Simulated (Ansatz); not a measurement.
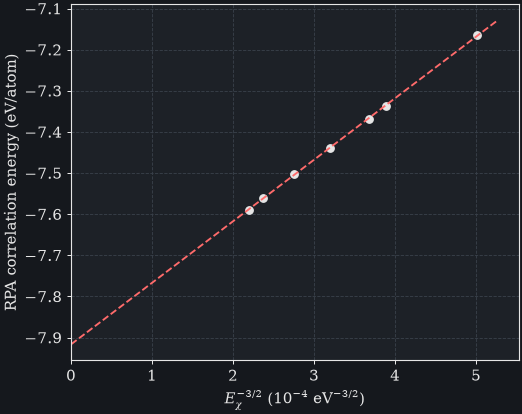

RPA correlation energy at response cutoffs from 158 to 275 eV.
- system: C (P-1, 2 atoms in the cell)
- method: RPA correlation and exact exchange on PBE orbitals, soft PAW set, first generation in Ansatz; cutoff 420 eV, 73 empty bands, 2×2×2 k-mesh

What is the value at infinite cutoff, and how much is still missing at the largest one?

Answer. About −7.92 eV per atom by a fit through all points (−7.93 from the last two alone), at the number of bands used. The largest cutoff gives −7.59, so about 330 meV per atom (4.1 %) is still missing. The error falls as the cutoff to the power −3/2, which is why the points lie on a line here.
